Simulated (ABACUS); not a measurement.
**Run report: ZrSe2, band-structure run (part 2 of 2)**

ZrSe2 (P-3m1, 3 atoms in the cell); Kohn-Sham DFT of a periodic cell, PBE, GBRV ultrasoft 1.5 PBE, no spin polarisation (ABACUS 3.10.1); cutoff 544.23 eV, 6×6×4 k-mesh, fermi-dirac of 0.05 eV. The structure derives from an entry of the Crystallography Open Database.

Geometry of the input (Å; fractional positions):
```
3.7980  0.0000  0.0000
-1.8990  3.2892  0.0000
0.0000  0.0000  6.1920
Zr 0.0000  0.0000  0.0000
Se 0.6667  0.3333  0.7500
Se 0.3333  0.6667  0.2500
```

The program's output, continued:
```
 Density error is 0.0883469222325
                          Error Threshold = 0.000504931747641
----------------------------------------------------------
     Energy           Rydberg                 eV
----------------------------------------------------------
 E_KohnSham     -186.6299775477      -2539.2311122612
 E_Harris       -184.2987171026      -2507.5126866855
 E_Fermi        0.5388935015         7.3320222350
----------------------------------------------------------

 PW ALGORITHM --------------- ION=   1  ELEC=   3--------------------------------

 Density error is 0.0159766464151
                          Error Threshold = 0.000368112175969
----------------------------------------------------------
     Energy           Rydberg                 eV
----------------------------------------------------------
 E_KohnSham     -186.6516787256      -2539.5263719331
 E_Harris       -187.5290275689      -2551.4633153364
 E_Fermi        0.5469696735         7.4419041929
----------------------------------------------------------

 PW ALGORITHM --------------- ION=   1  ELEC=   4--------------------------------

 Density error is 0.000182295149325
                          Error Threshold = 6.6569360063e-05
----------------------------------------------------------
     Energy           Rydberg                 eV
----------------------------------------------------------
 E_KohnSham     -186.6538428707      -2539.5558166379
 E_Harris       -186.6560778255      -2539.5862247588
 E_Fermi        0.5463411691         7.4333529518
----------------------------------------------------------

 PW ALGORITHM --------------- ION=   1  ELEC=   5--------------------------------

 Density error is 1.67747563356e-05
                          Error Threshold = 7.59563122189e-07
----------------------------------------------------------
     Energy           Rydberg                 eV
----------------------------------------------------------
 E_KohnSham     -186.6539019028      -2539.5566198116
 E_Harris       -186.6210375728      -2539.1094776619
 E_Fermi        0.5470969968         7.4436365146
----------------------------------------------------------

 PW ALGORITHM --------------- ION=   1  ELEC=   6--------------------------------

 Density error is 2.547217212e-07
                          Error Threshold = 6.98948180649e-08
----------------------------------------------------------
     Energy           Rydberg                 eV
----------------------------------------------------------
 E_KohnSham     -186.6539055736      -2539.5566697554
 E_Harris       -186.6538094619      -2539.5553620884
 E_Fermi        0.5472247450         7.4453746180
----------------------------------------------------------

 PW ALGORITHM --------------- ION=   1  ELEC=   7--------------------------------

 Density error is 5.31524665375e-08
                          Error Threshold = 1.061340505e-09
----------------------------------------------------------
     Energy           Rydberg                 eV
----------------------------------------------------------
 E_KohnSham     -186.6539057461      -2539.5566721015
 E_Harris       -186.6551313099      -2539.5733467522
 E_Fermi        0.5472576995         7.4458229871
----------------------------------------------------------

 PW ALGORITHM --------------- ION=   1  ELEC=   8--------------------------------

 Density error is 2.99691962821e-09
                          Error Threshold = 2.21468610573e-10
----------------------------------------------------------
     Energy           Rydberg                 eV
----------------------------------------------------------
 E_KohnSham     -186.6539057587      -2539.5566722729
 E_KS(sigma->0) -186.6538857213      -2539.5563996511
 E_Harris       -186.6534797779      -2539.5508765077
 E_band         -12.4047429403       -168.7751862131
 E_one_elec     -49.2256370952       -669.7491521753
 E_Hartree      32.8449601371        446.8786084474
 E_xc           -77.2332423294       -1050.8121706952
 E_Ewald        -93.0399463964       -1265.8734126062
 E_entropy(-TS) -0.0000400746        -0.0005452436
 E_descf        0.0000000000         0.0000000000
 E_exx          0.0000000000         0.0000000000
 E_Fermi        0.5472655083         7.4459292319
----------------------------------------------------------

 charge density convergence is achieved
 final etot is -2539.5566723 eV
 EFERMI = 7.4459292319 eV

 STATE ENERGY(eV) AND OCCUPATIONS    NSPIN == 1
 1/6 kpoint (Cartesian) = 0.0000 0.0000 0.0000 (2249 pws)
       1       -42.2202      0.0138889
       2       -20.2737      0.0138889
       3       -20.1595      0.0138889
       4       -20.1595      0.0138889
       5       -5.93509      0.0138889
       6       -4.67842      0.0138889
       7        2.59858      0.0138889
       8        4.54318      0.0138889
       9        4.54318      0.0138889
      10        7.22154      0.0137345
      11        7.22154      0.0137345
      12        7.27561      0.0134431
      13        8.31788    3.70702e-10
      14        8.31788    3.70702e-10
      15        8.85060    8.74698e-15
      16        11.6094    9.53530e-39
      17        11.6094    9.53530e-39
      18        12.0254    2.32096e-42
      19        12.3291    5.34947e-45
      20        16.2320    6.73091e-79
      21        16.2320    6.73091e-79
      22        18.5545        0.00000

 2/6 kpoint (Cartesian) = -0.043883 0.025336 0.0000 (2217 pws)
       1       -42.2172      0.0833333
       2       -20.2630      0.0833333
       3       -20.2058      0.0833333
       4       -20.1694      0.0833333
       5       -5.69429      0.0833333
       6       -4.70455      0.0833333
       7        2.96554      0.0833333
       8        4.23867      0.0833333
       9        4.67451      0.0833333
      10        5.56285      0.0833333
      11        6.51161      0.0833333
      12        7.11491      0.0832224
      13        8.31756    2.23839e-09
      14        9.04790    1.01458e-15
      15        9.24816    1.84850e-17
      16        11.1835    2.86138e-34
      17        11.5852    9.28266e-38
      18        13.3253    7.12717e-53
      19        13.9879    1.25384e-58
      20        15.8985    3.18058e-75
      21        17.2195    1.06777e-86
      22        17.2657    4.24388e-87

 3/6 kpoint (Cartesian) = -0.087765 0.050671 0.0000 (2224 pws)
       1       -42.2112      0.0833333
       2       -20.2979      0.0833333
       3       -20.2404      0.0833333
       4       -20.1892      0.0833333
       5       -5.17203      0.0833333
       6       -4.74165      0.0833333
       7        3.38551      0.0833333
       8        3.96944      0.0833333
       9        4.21626      0.0833333
      10        4.80708      0.0833333
      11        5.97346      0.0833333
      12        6.00556      0.0833333
      13        7.98400    1.76689e-06
      14        9.59097    1.94657e-20
      15        9.89413    4.52885e-23
      16        11.8803    2.53685e-40
      17        12.0098    1.90160e-41
      18        13.9388    3.34636e-58
      19        14.5214    2.91355e-63
      20        15.5380    4.30911e-72
      21        16.9689    1.60448e-84
      22        17.1402    5.21724e-86

 4/6 kpoint (Cartesian) = 0.13165 0.22802 0.0000 (2224 pws)
       1       -42.2082      0.0416667
       2       -20.3426      0.0416667
       3       -20.2296      0.0416667
       4       -20.1991      0.0416667
       5       -4.94654      0.0416667
       6       -4.68347      0.0416667
       7        2.68271      0.0416667
       8        4.33996      0.0416667
       9        4.60259      0.0416667
      10        4.76669      0.0416667
      11        5.14208      0.0416667
      12        5.91241      0.0416667
      13        7.83997    1.57410e-05
      14        9.78114    2.16983e-22
      15        10.1200    2.47107e-25
      16        12.1238    9.74026e-43
      17        12.3351    1.42209e-44
      18        13.1787    6.69056e-52
      19        14.4614    4.83253e-63
      20        15.7648    2.30513e-74
      21        16.0469    8.17724e-77
      22        17.0888    7.29146e-86

 5/6 kpoint (Cartesian) = -0.043883 0.076007 0.0000 (2223 pws)
       1       -42.2127      0.0833333
       2       -20.2656      0.0833333
       3       -20.2470      0.0833333
       4       -20.1930      0.0833333
       5       -5.30268      0.0833333
       6       -4.74111      0.0833333
       7        3.60664      0.0833333
       8        4.03420      0.0833333
       9        4.18471      0.0833333
      10        4.88261      0.0833333
      11        5.46448      0.0833333
      12        6.54359      0.0833333
      13        8.53982    2.62651e-11
      14        9.27475    1.08614e-17
      15        9.86638    7.88890e-23
      16        10.9613    2.43760e-32
      17        12.1001    3.12634e-42
      18        14.8840    2.06429e-66
      19        15.4686    1.72618e-71
      20        15.4993    9.33208e-72
      21        15.8900    3.77080e-75
      22        16.6290    1.43799e-81

 6/6 kpoint (Cartesian) = 0.13165 0.17735 0.0000 (2231 pws)
       1       -42.2082       0.166667
       2       -20.3184       0.166667
       3       -20.2310       0.166667
       4       -20.2225       0.166667
       5       -4.89686       0.166667
       6       -4.73580       0.166667
       7        3.11433       0.166667
       8        3.94968       0.166667
       9        4.57117       0.166667
      10        4.68812       0.166667
      11        5.02500       0.166667
      12        5.67005       0.166667
      13        8.63181    8.34517e-12
      14        9.67275    7.58518e-21
      15        9.97255    1.88738e-23
      16        11.2615    1.20234e-34
      17        12.1946    9.44474e-43
      18        14.1938    4.07742e-60
      19        14.8077    1.89680e-65
      20        15.6954    3.69813e-73
      21        16.8867    1.65981e-83
      22        17.2760    6.90475e-87

------------------------------------------------------------------------------------------
 TOTAL-FORCE (eV/Angstrom)
------------------------------------------------------------------------------------------
                       Zr1         0.0000000000         0.0000000000         0.0000000000
                       Se1         0.0000000000         0.0000000000        -0.2785559146
                       Se2         0.0000000000         0.0000000000         0.2785559146
------------------------------------------------------------------------------------------

----------------------------------------------------------------
 TOTAL-STRESS (KBAR)
----------------------------------------------------------------
        14.6203015186        -0.0000000000         0.0000000000
        -0.0000000000        14.6203015184        -0.0000000000
         0.0000000000         0.0000000000        29.7057750621
----------------------------------------------------------------
 TOTAL-PRESSURE: 19.648793 KBAR

 --------------------------------------------
 !FINAL_ETOT_IS -2539.5566722728767672 eV
 --------------------------------------------
```

Standard output:
```
ABACUS v3.10.1

               Atomic-orbital Based Ab-initio Computation at UStc

%%%%%%%%%%%%%%%%%%%%%%%%%%%%%%%%%%%%%%%%%%%%%%%%%%%%%%%%%%%%%%%%%%%%%%%%%%%%%%%%%%%%%%%%%%%%%%%%%%%%%%%%%
 Warning: the number of valence electrons in pseudopotential > 4 for Zr: [Kr] 4d2 5s2
 Pseudopotentials with additional electrons can yield (more) accurate outcomes, but may be less efficient.
 If you're confident that your chosen pseudopotential is appropriate, you can safely ignore this warning.
%%%%%%%%%%%%%%%%%%%%%%%%%%%%%%%%%%%%%%%%%%%%%%%%%%%%%%%%%%%%%%%%%%%%%%%%%%%%%%%%%%%%%%%%%%%%%%%%%%%%%%%%%

 UNIFORM GRID DIM        : 30 * 30 * 48
 UNIFORM GRID DIM(BIG)   : 45 * 45 * 72
 UNIFORM GRID DIM(DENSE) : 45 * 45 * 72
 ---------------------------------------------------------
 Self-consistent calculations for electrons
 ---------------------------------------------------------
 SPIN    KPOINTS         PROCESSORS  THREADS
 1       24              4           4
 ---------------------------------------------------------
 Use plane wave basis
 ---------------------------------------------------------
 ELEMENT NATOM       XC
 Zr      1
 Se      2
 ---------------------------------------------------------
 Initial plane wave basis and FFT box
 ---------------------------------------------------------
 -------------------------------------------
 SELF-CONSISTENT :
 -------------------------------------------
 START CHARGE      : atomic
 ITER       ETOT/eV          EDIFF/eV         DRHO     TIME/s
 DA1     -2.53910165e+03   0.00000000e+00   1.2118e-01   2.19
 DA2     -2.53923111e+03  -1.29463502e-01   8.8347e-02   1.14
 DA3     -2.53952637e+03  -2.95259672e-01   1.5977e-02   1.08
 DA4     -2.53955582e+03  -2.94447048e-02   1.8230e-04   1.08
 DA5     -2.53955662e+03  -8.03173659e-04   1.6775e-05   1.32
 DA6     -2.53955667e+03  -4.99438411e-05   2.5472e-07   1.10
 DA7     -2.53955667e+03  -2.34614099e-06   5.3152e-08   1.32
 DA8     -2.53955667e+03  -1.71331606e-07   2.9969e-09   1.15
----------------------------------------------------------------
 TOTAL-STRESS (KBAR)
----------------------------------------------------------------
        14.6203015186        -0.0000000000         0.0000000000
        -0.0000000000        14.6203015184        -0.0000000000
         0.0000000000         0.0000000000        29.7057750621
----------------------------------------------------------------
 TOTAL-PRESSURE: 19.648793 KBAR
```

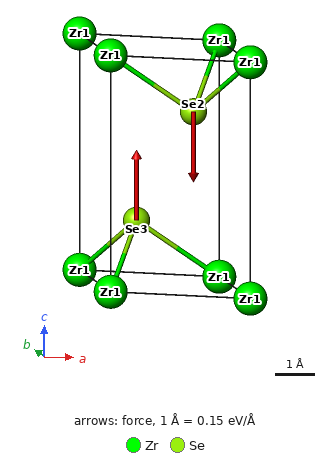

Figure 1. Forces on the atoms as red arrows (ball-and-stick view of the cell of the calculation, seen slightly off an axis; atoms are numbered from 1 in the order of the input). The largest act on Se2, Se3 (0.28 eV/Å). The geometry is not a stationary point of this energy.

Results in brief:

- outcome: converged
- space group (tolerance 0.01 Å): P-3m1 (164)
- electrons treated: 24
- free energy: −2539.5567 eV
- Fermi energy of the self-consistent step: 7.446 eV
- gap on the k-point mesh: 0.37 eV
- pressure: 1.96 GPa
- largest force (length of the vector): 0.279 eV/Å
- hardware: 4 threads of Intel Xeon (Granite Rapids), 16 GiB of memory available, shared host
- wall time: 24 s (CPU time 96 s)
- peak memory: 1 GiB
